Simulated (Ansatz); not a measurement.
**Geometry relaxation of TiS$_{2}$ (part 1 of 2)**

The run: geometry relaxation of TiS$_{2}$ (3 atoms in the cell). Method and program: DFT PBE+D3(BJ), scalar-relativistic, plane waves, PAW, no spin polarisation (Ansatz 0.2.0).

The structure derives from an entry of the Crystallography Open Database. Figures and captions count atoms from 1; the log counts them from 0 in places.

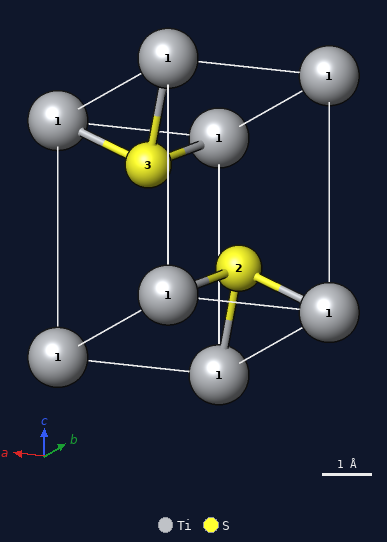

**Figure 1.** The structure as given in the input (ball-and-stick view of the cell of the calculation, seen at an oblique angle; atoms are numbered from 1 in the order of the input). Near neighbours in the crystal (not all of them lie inside the picture): Ti has 6 S at 2.43 Å; S has 3 Ti at 2.43 Å.

Summary

```csv
quantity,value
outcome,converged
space group (tolerance 0.01 Å),P-3m1 (164)
electrons treated,24
free energy,−4308.8437 eV
Fermi energy,8.665 eV
gap on the k-point mesh,none (metallic)
pressure,0.01 GPa
final volume,53.99 Å³
largest force (length of the vector) at the end,under 0.001 eV/Å
final cell,"a = 3.361 Å, b = 3.361 Å, c = 5.520 Å, α = 90.00°, β = 90.00°, γ = 120.00°"
hardware,"1 thread of Arm Neoverse V2, 24 GiB of memory available, shared host"
wall time,53 s
peak memory,0.45 GiB
```

Input
```yaml
crystal:
  lattice:
    - [3.412, 0.0, 0.0]
    - [-1.706, 2.9548786777, 0.0]
    - [0.0, 0.0, 5.695]
  atoms:
    - { symbol: Ti, position: [0.0, 0.0, 0.0] }
    - { symbol: S, position: [0.3333333333, 0.6666666667, 0.25] }
    - { symbol: S, position: [0.6666666667, 0.3333333333, 0.75] }
basis:
  ecutwfc: 420
kpoints:
  mp_grid: { grid: [15, 15, 8] }
hamiltonian:
  xc: pbe
  dispersion: d3bj
scf:
  occupations: { method: gaussian, width: 0.1 }
output:
  forces: true
  stress: true
  eigenvalues: true
  write_density: true
  write_potential: true
  elf: true
  volumetric_format: npy
relax:
  adjacent_minimum: "off"
  f_tol: 0.005
  max_steps: 80
  cell: { stress_tol: 0.05 }
```

Launch command:
```bash
ansatz run input.yaml --threads 1 --pin off --max-ram 2560MiB --backend cpu --events-out ev --progress --plain --runs-dir out
```

What the program printed
```
Engine: ansatz 0.2.0, aarch64-unknown-linux-gnu
Pseudopotentials: kind: paw
Pseudopotential: Ti, paw, valence charge 12, recommended cutoff 420 eV (normal), Ti.paw.azcp
Pseudopotential: S, paw, valence charge 6, recommended cutoff 420 eV (normal), S.paw.azcp
Functional definition: PBE
  parameter kappa = 0.804
  parameter beta = 0.06672455060314922
  exchange = pbe_x(kappa = kappa, mu = beta*pi^2/3)
  correlation = pbe_c(beta = beta)
Crystal: 3 atoms, lattice volume = 57.417 Å³
Basis set: ecut = 420 eV, 1123 PW (Γ), exchange–correlation on 48×48×80 points (8 copies of the dense FFT grid, shifted against one another)
Bands: 16, of which v1, the nominal top of the filled ones, is band 12 counted from 1 (11 counted from 0)
Symmetry: 12 space group operations
Space group: P-3m1 (ITA 164), of the structure as read, at distance tolerance 3.9e-5 Å
k-points: 192 of 1800
Non-local potential: Ti, projectors of the file, l = 0: 3, l = 1: 2, l = 2: 3, l = 3: 1
Non-local potential: S, projectors of the file, l = 0: 2, l = 1: 2, l = 2: 2
PAW form: soft (Blöchl's): semilocal exchange-correlation on the pseudo side does not see the compensation charge
PAW one-centre angular grid: Ti, 590 points (default); XC on 64 Gauss nodes
PAW one-centre angular grid: S, 110 points (default); XC on 64 Gauss nodes
Initial density: superposition of atomic densities (neutral atoms: chi_scale 0, normalization atom), corrected by the library's trained network
Initial wavefunctions: pseudopotential atomic-orbital guess
Functional: x = pbe(κ = 0.804, μ = 0.2195149727645171), c = pbe(β = 0.06672455060314922)
SCF iter   1: F=—  HF=-4308.820022 eV  |F-HF|=—  |Δ(HF+E_count)|=         —  Δρ=3.75e-3  dr2=1.42e-2  ethr=1.77e-3  ⟨swp⟩=5.0  Hψ=16498  notcnv=0
preconditioner: auto → Kerker (q_TF=auto, 2.359 Å⁻¹)  [metal: Δε(μ)=0.029 eV  Ē_g=7.005 eV  σ=0.100 eV  W_gap=0.16  n_scr=10 (ndim 8)  ℏωp=19.6 eV  f_vac=0.009  D(μ)=0.29/eV (n_scr^D=0)]
SCF iter   2: F=—  HF=-4308.818571 eV  |F-HF|=—  |Δ(HF+E_count)|=   1.45e-3  Δρ=1.82e-3  dr2=3.53e-3  ethr=5.93e-5  ⟨swp⟩=1.0  Hψ=4608  notcnv=0
SCF iter   3: F=—  HF=-4308.818447 eV  |F-HF|=—  |Δ(HF+E_count)|=   1.24e-4  Δρ=2.14e-4  dr2=7.12e-5  ethr=1.47e-5  ⟨swp⟩=2.0  Hψ=3422  notcnv=0
SCF iter   4: F=—  HF=-4308.818472 eV  |F-HF|=—  |Δ(HF+E_count)|=   2.57e-5  Δρ=6.75e-5  dr2=4.18e-6  ethr=2.97e-7  ⟨swp⟩=2.3  Hψ=4238  notcnv=0
SCF iter   5: F=—  HF=-4308.818473 eV  |F-HF|=—  |Δ(HF+E_count)|=   6.87e-7  Δρ=1.94e-5  dr2=6.30e-7  ethr=1.74e-8  ⟨swp⟩=2.0  Hψ=4150  notcnv=0
SCF iter   6: F=-4308.818473 eV  HF=-4308.818473 eV  |F-HF|=5.27e-9  |Δ(HF+E_count)|=   1.98e-7  Δρ=5.39e-6  dr2=3.71e-8  ethr=4.17e-10  ⟨swp⟩=8.2  Hψ=18693  notcnv=0
SCF 1 converged in 6 iterations: F = -4308.818473 eV  dr2 = 3.71e-8
  greatest PAW one-centre occupation: 0.999 electrons in one spin orbital (limit 2), on the Ti atom at site 0 (counted from 0), in its partial waves of l = 0
relax step   1: F+E_penalty+E_count = -4308.81847336 eV  Δ(F+E_penalty+E_count) = +0.000e0 eV  max|allowed force component| = 1.303e-1 eV/Å  Δτ_max = 0.0000 Å  P = -2.911 GPa  Ω = 57.417 Å³  (6 SCF iters, dr2 threshold 1.00e-7 eV, accepted)
Crystal: 3 atoms, lattice volume = 53.116 Å³
Basis set: ecut = 420 eV, 1051 PW (Γ), exchange–correlation on 48×48×80 points (8 copies of the dense FFT grid, shifted against one another)
Initial density: handed on by an earlier stage of this run
Initial wavefunctions: those handed on with the density
iter 1 solved again at ethr=1.19e-3 eV; its pass at ethr=3.10e-3 eV (dr2=2.85e-1 eV) is discarded
SCF iter   1: F=—  HF=-4308.874373 eV  |F-HF|=—  |Δ(HF+E_count)|=         —  Δρ=1.31e-2  dr2=2.85e-1  ethr=1.19e-3  ⟨swp⟩=1.0  Hψ=22978  notcnv=0
preconditioner: auto → Kerker (q_TF=auto, 2.390 Å⁻¹)  [metal: Δε(μ)=0.031 eV  Ē_g=7.085 eV  σ=0.100 eV  W_gap=0.17  n_scr=10 (ndim 8)  ℏωp=20.4 eV  f_vac=0.000  D(μ)=0.58/eV (n_scr^D=2)]
SCF iter   2: F=—  HF=-4308.849143 eV  |F-HF|=—  |Δ(HF+E_count)|=   2.52e-2  Δρ=6.64e-3  dr2=9.00e-2  ethr=1.19e-3  ⟨swp⟩=2.0  Hψ=3810  notcnv=0
SCF iter   3: F=—  HF=-4308.836291 eV  |F-HF|=—  |Δ(HF+E_count)|=   1.29e-2  Δρ=1.22e-3  dr2=2.74e-3  ethr=3.75e-4  ⟨swp⟩=2.2  Hψ=3615  notcnv=0
SCF iter   4: F=—  HF=-4308.836045 eV  |F-HF|=—  |Δ(HF+E_count)|=   2.46e-4  Δρ=5.20e-4  dr2=1.91e-4  ethr=1.14e-5  ⟨swp⟩=2.0  Hψ=4148  notcnv=0
SCF iter   5: F=—  HF=-4308.835963 eV  |F-HF|=—  |Δ(HF+E_count)|=   8.26e-5  Δρ=1.03e-4  dr2=7.50e-6  ethr=7.95e-7  ⟨swp⟩=2.0  Hψ=4288  notcnv=0
SCF iter   6: F=—  HF=-4308.835973 eV  |F-HF|=—  |Δ(HF+E_count)|=   1.02e-5  Δρ=2.95e-5  dr2=6.01e-7  ethr=3.13e-8  ⟨swp⟩=2.0  Hψ=4527  notcnv=0
SCF iter   7: F=-4308.835974 eV  HF=-4308.835974 eV  |F-HF|=3.23e-8  |Δ(HF+E_count)|=   9.14e-7  Δρ=8.25e-6  dr2=4.97e-8  ethr=1.25e-9  ⟨swp⟩=10.0  Hψ=21768  notcnv=0
SCF 2 converged in 7 iterations: F = -4308.835974 eV  dr2 = 4.97e-8
relax step   2: F+E_penalty+E_count = -4308.83597370 eV  Δ(F+E_penalty+E_count) = -1.750e-2 eV  max|allowed force component| = 2.375e-1 eV/Å  Δτ_max = 0.0777 Å  P = -0.126 GPa  Ω = 53.116 Å³  energy of the carried Pulay correction = +2.477e-4 eV  (7 SCF iters, dr2 threshold 3.00e-7 eV, accepted)
Crystal: 3 atoms, lattice volume = 54.265 Å³
Basis set: ecut = 420 eV, 1099 PW (Γ), exchange–correlation on 48×48×80 points (8 copies of the dense FFT grid, shifted against one another)
iter 1 solved again at ethr=9.74e-5 eV; its pass at ethr=3.10e-3 eV (dr2=2.34e-2 eV) is discarded
SCF iter   1: F=—  HF=-4308.846491 eV  |F-HF|=—  |Δ(HF+E_count)|=         —  Δρ=3.76e-3  dr2=2.22e-2  ethr=9.74e-5  ⟨swp⟩=1.0  Hψ=20398  notcnv=0
preconditioner: auto → Kerker (q_TF=auto, 2.381 Å⁻¹)  [metal: Δε(μ)=0.041 eV  Ē_g=7.209 eV  σ=0.100 eV  W_gap=0.22  n_scr=10 (ndim 8)  ℏωp=20.2 eV  f_vac=0.004  D(μ)=0.40/eV (n_scr^D=2)]
SCF iter   2: F=—  HF=-4308.844395 eV  |F-HF|=—  |Δ(HF+E_count)|=   2.10e-3  Δρ=1.92e-3  dr2=6.94e-3  ethr=9.25e-5  ⟨swp⟩=1.0  Hψ=3072  notcnv=0
SCF iter   3: F=—  HF=-4308.843380 eV  |F-HF|=—  |Δ(HF+E_count)|=   1.01e-3  Δρ=4.06e-4  dr2=2.52e-4  ethr=2.89e-5  ⟨swp⟩=2.3  Hψ=3718  notcnv=0
SCF iter   4: F=—  HF=-4308.843289 eV  |F-HF|=—  |Δ(HF+E_count)|=   9.12e-5  Δρ=1.33e-4  dr2=1.64e-5  ethr=1.05e-6  ⟨swp⟩=2.1  Hψ=4210  notcnv=0
SCF iter   5: F=—  HF=-4308.843296 eV  |F-HF|=—  |Δ(HF+E_count)|=   6.86e-6  Δρ=3.33e-5  dr2=8.24e-7  ethr=6.82e-8  ⟨swp⟩=2.0  Hψ=4319  notcnv=0
SCF iter   6: F=-4308.843297 eV  HF=-4308.843297 eV  |F-HF|=1.02e-7  |Δ(HF+E_count)|=   9.43e-7  Δρ=9.44e-6  dr2=7.52e-8  ethr=1.25e-9  ⟨swp⟩=9.6  Hψ=21920  notcnv=0
SCF 3 converged in 6 iterations: F = -4308.843297 eV  dr2 = 7.52e-8
relax step   3: F+E_penalty+E_count = -4308.84329683 eV  Δ(F+E_penalty+E_count) = -7.323e-3 eV  max|allowed force component| = 4.302e-2 eV/Å  Δτ_max = 0.0390 Å  P = +0.157 GPa  Ω = 54.265 Å³  energy of the carried Pulay correction = +1.796e-4 eV  (6 SCF iters, dr2 threshold 3.00e-7 eV, accepted)
Crystal: 3 atoms, lattice volume = 54.038 Å³
iter 1 solved again at ethr=1.09e-6 eV; its pass at ethr=3.10e-3 eV (dr2=2.61e-4 eV) is discarded
SCF iter   1: F=—  HF=-4308.844058 eV  |F-HF|=—  |Δ(HF+E_count)|=         —  Δρ=6.16e-4  dr2=2.21e-4  ethr=1.09e-6  ⟨swp⟩=2.1  Hψ=20506  notcnv=0
preconditioner: auto → Kerker (q_TF=auto, 2.383 Å⁻¹)  [metal: Δε(μ)=0.040 eV  Ē_g=7.170 eV  σ=0.100 eV  W_gap=0.22  n_scr=10 (ndim 8)  ℏωp=20.2 eV  f_vac=0.003  D(μ)=0.41/eV (n_scr^D=2)]
SCF iter   2: F=—  HF=-4308.844025 eV  |F-HF|=—  |Δ(HF+E_count)|=   3.31e-5  Δρ=3.39e-4  dr2=7.45e-5  ethr=9.19e-7  ⟨swp⟩=1.0  Hψ=3072  notcnv=0
SCF iter   3: F=—  HF=-4308.843896 eV  |F-HF|=—  |Δ(HF+E_count)|=   1.29e-4  Δρ=6.57e-5  dr2=5.20e-6  ethr=3.10e-7  ⟨swp⟩=2.5  Hψ=4322  notcnv=0
SCF iter   4: F=—  HF=-4308.843896 eV  |F-HF|=—  |Δ(HF+E_count)|=   8.28e-8  Δρ=2.52e-5  dr2=5.31e-7  ethr=2.17e-8  ⟨swp⟩=2.0  Hψ=4071  notcnv=0
iter 5 did not close the SCF: its close was put off for the readings that it lacked (scf_convergence_deferred on its scf_iter line)
SCF iter   5: F=-4308.843896 eV  HF=-4308.843896 eV  |F-HF|=1.70e-8  |Δ(HF+E_count)|=   1.90e-7  Δρ=5.39e-6  dr2=4.92e-8  ethr=2.21e-9  ⟨swp⟩=2.1  Hψ=4248  notcnv=0
SCF iter   6: F=-4308.843896 eV  HF=-4308.843896 eV  |F-HF|=2.28e-10  |Δ(HF+E_count)|=   9.89e-9  Δρ=1.74e-6  dr2=3.76e-9  ethr=2.05e-10  ⟨swp⟩=5.9  Hψ=17080  notcnv=0
SCF 4 converged in 6 iterations: F = -4308.843896 eV  dr2 = 3.76e-9
relax step   4: F+E_penalty+E_count = -4308.84389638 eV  Δ(F+E_penalty+E_count) = -5.996e-4 eV  max|allowed force component| = 2.682e-3 eV/Å  Δτ_max = 0.0096 Å  P = -0.032 GPa  Ω = 54.038 Å³  energy of the carried Pulay correction = +1.929e-4 eV  (6 SCF iters, dr2 threshold 1.68e-7 eV, accepted)
Crystal: 3 atoms, lattice volume = 53.988 Å³
iter 1 solved again at ethr=7.78e-8 eV; its pass at ethr=3.10e-3 eV (dr2=1.87e-5 eV) is discarded
SCF iter   1: F=—  HF=-4308.844024 eV  |F-HF|=—  |Δ(HF+E_count)|=         —  Δρ=1.15e-4  dr2=1.69e-5  ethr=7.78e-8  ⟨swp⟩=2.0  Hψ=20069  notcnv=0
preconditioner: auto → Kerker (q_TF=auto, 2.383 Å⁻¹)  [metal: Δε(μ)=0.040 eV  Ē_g=7.172 eV  σ=0.100 eV  W_gap=0.22  n_scr=10 (ndim 8)  ℏωp=20.2 eV  f_vac=0.003  D(μ)=0.41/eV (n_scr^D=2)]
SCF iter   2: F=—  HF=-4308.843911 eV  |F-HF|=—  |Δ(HF+E_count)|=   1.12e-4  Δρ=5.85e-5  dr2=5.11e-6  ethr=7.04e-8  ⟨swp⟩=1.0  Hψ=3072  notcnv=0
SCF iter   3: F=—  HF=-4308.843908 eV  |F-HF|=—  |Δ(HF+E_count)|=   3.02e-6  Δρ=1.35e-5  dr2=3.98e-7  ethr=2.13e-8  ⟨swp⟩=2.5  Hψ=4061  notcnv=0
SCF iter   4: F=—  HF=-4308.843908 eV  |F-HF|=—  |Δ(HF+E_count)|=   2.56e-8  Δρ=6.83e-6  dr2=2.55e-8  ethr=1.66e-9  ⟨swp⟩=2.1  Hψ=4215  notcnv=0
iter 5 did not close the SCF: its close was put off for the readings that it lacked (scf_convergence_deferred on its scf_iter line)
SCF iter   5: F=-4308.843908 eV  HF=-4308.843908 eV  |F-HF|=7.73e-10  |Δ(HF+E_count)|=   7.56e-9  Δρ=1.16e-6  dr2=8.87e-10  ethr=1.06e-10  ⟨swp⟩=2.2  Hψ=4588  notcnv=0
SCF iter   6: F=-4308.843908 eV  HF=-4308.843908 eV  |F-HF|=5.64e-11  |Δ(HF+E_count)|=  9.66e-10  Δρ=3.72e-7  dr2=1.67e-10  ethr=3.69e-12  ⟨swp⟩=4.7  Hψ=15581  notcnv=0
SCF 5 converged in 6 iterations: F = -4308.843908 eV  dr2 = 1.67e-10
relax step   5: F+E_penalty+E_count = -4308.84390820 eV  Δ(F+E_penalty+E_count) = -1.182e-5 eV  max|allowed force component| = 2.821e-4 eV/Å  Δτ_max = 0.0010 Å  P = +0.001 GPa  Ω = 53.988 Å³  energy of the carried Pulay correction = +1.959e-4 eV  (6 SCF iters, dr2 threshold 1.28e-8 eV, accepted)
Initial wavefunctions: pseudopotential atomic-orbital guess (no wavefunctions were taken with the density)
iter 1 solved again at ethr=1.68e-7 eV; its pass at ethr=3.10e-3 eV (dr2=4.04e-5 eV) is discarded
SCF iter   1: F=—  HF=-4308.843795 eV  |F-HF|=—  |Δ(HF+E_count)|=         —  Δρ=4.72e-5  dr2=1.56e-7  ethr=1.68e-7  ⟨swp⟩=3.0  Hψ=23732  notcnv=0
preconditioner: auto → Kerker (q_TF=auto, 2.383 Å⁻¹)  [metal: Δε(μ)=0.041 eV  Ē_g=7.173 eV  σ=0.100 eV  W_gap=0.23  n_scr=10 (ndim 8)  ℏωp=20.2 eV  f_vac=0.003  D(μ)=0.41/eV (n_scr^D=2)]
SCF iter   2: F=—  HF=-4308.843681 eV  |F-HF|=—  |Δ(HF+E_count)|=   1.13e-4  Δρ=2.45e-5  dr2=4.07e-8  ethr=6.50e-10  ⟨swp⟩=2.1  Hψ=5220  notcnv=0
SCF iter   3: F=—  HF=-4308.843681 eV  |F-HF|=—  |Δ(HF+E_count)|=   6.64e-8  Δρ=2.96e-6  dr2=1.15e-9  ethr=1.70e-10  ⟨swp⟩=2.9  Hψ=5115  notcnv=0
SCF iter   4: F=—  HF=-4308.843681 eV  |F-HF|=—  |Δ(HF+E_count)|=   1.15e-9  Δρ=6.40e-7  dr2=2.86e-10  ethr=4.80e-12  ⟨swp⟩=2.2  Hψ=4961  notcnv=0
iter 5 did not close the SCF: its close was put off for the readings that it lacked (scf_convergence_deferred on its scf_iter line)
SCF iter   5: F=-4308.843681 eV  HF=-4308.843681 eV  |F-HF|=1.18e-11  |Δ(HF+E_count)|=  1.09e-11  Δρ=1.30e-7  dr2=1.92e-11  ethr=1.19e-12  ⟨swp⟩=1.3  Hψ=3126  notcnv=0
SCF iter   6: F=-4308.843681 eV  HF=-4308.843681 eV  |F-HF|=9.09e-13  |Δ(HF+E_count)|=  2.73e-12  Δρ=1.72e-8  dr2=2.18e-13  ethr=1.00e-12  ⟨swp⟩=4.0  Hψ=12292  notcnv=0
SCF 6 converged in 6 iterations: F = -4308.843681 eV  dr2 = 2.18e-13
relax step   6: F+E_penalty+E_count = -4308.84368141 eV  Δ(F+E_penalty+E_count) = +2.268e-4 eV  max|allowed force component| = 1.771e-4 eV/Å  Δτ_max = 0.0000 Å  P = +0.006 GPa  Ω = 53.988 Å³  stress off target by 6.79e-3 GPa  SCF on the basis re-selected at this cell (its energy is not comparable with the rows above)  (6 SCF iters)
```

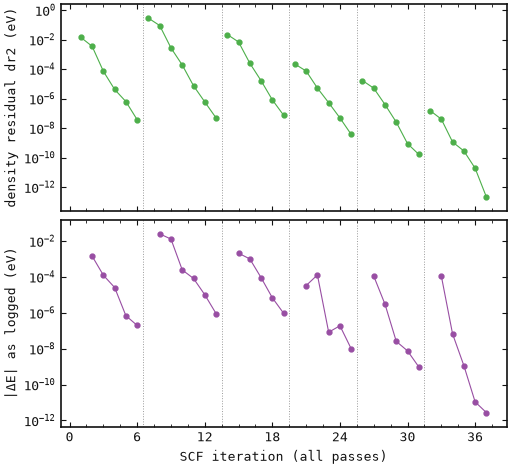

**Figure 2.** Convergence of the self-consistent field: density residual dr2 and size of the energy change against the SCF iteration. The dotted lines part the SCF passes of the relaxation: geometry steps, rejected trials and re-solves on a re-selected basis. The 6 passes take 6 to 7 iterations each, 37 in all.
